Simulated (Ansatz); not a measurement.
Read the following structure.

```cif
data_structure
_symmetry_space_group_name_H-M 'F -4 3 m'
_symmetry_Int_Tables_number 216
_cell_length_a 6.7053
_cell_length_b 6.7053
_cell_length_c 6.7053
_cell_angle_alpha 90.000
_cell_angle_beta 90.000
_cell_angle_gamma 90.000
_cell_volume 301.47
loop_
_atom_site_label
_atom_site_type_symbol
_atom_site_symmetry_multiplicity
_atom_site_Wyckoff_symbol
_atom_site_fract_x
_atom_site_fract_y
_atom_site_fract_z
_atom_site_occupancy
Cd1 Cd 4 a 0.00000 0.00000 0.00000 1
Te1 Te 4 d 0.25000 0.25000 0.75000 1
```

Question: What does this file describe?

Answer: Its composition is CdTe. Its lattice is face-centred cubic, its space group F-43m (No. 216). Type of structure: zinc blende (sphalerite type). One cell contains 4 Cd, 4 Te, 8 atoms in all. Each Cd is bonded to four Te in a tetrahedral arrangement at 2.90 Å. Te is coordinated by four Cd in a tetrahedral arrangement at 2.90 Å. The bonds build a three-dimensional framework.

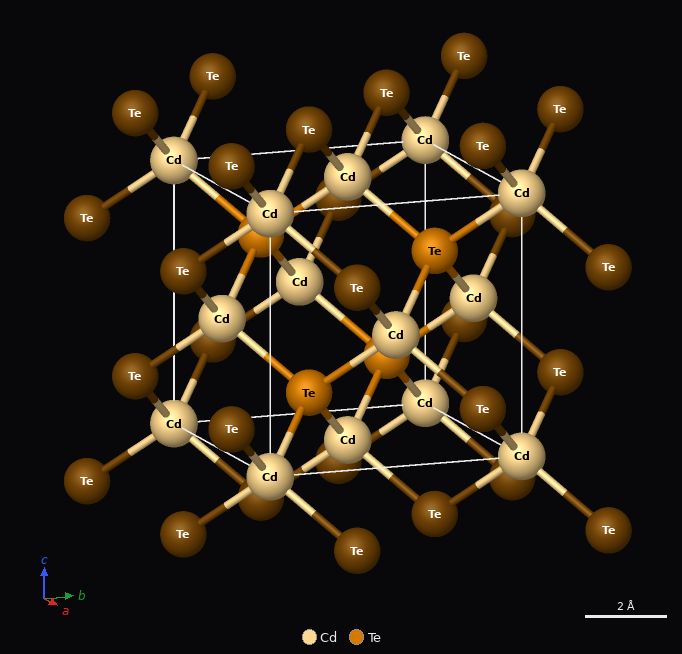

The figure gives a ball-and-stick picture of the atoms, viewed slightly off an axis. The wireframe shows the conventional unit cell. Bonds that leave the box are completed with the atoms at their other ends, in fainter colours.

Starting structure: a structure type known for this compound. The cell was then strained or its atoms displaced on purpose. It was run through Ansatz as a DFT input.
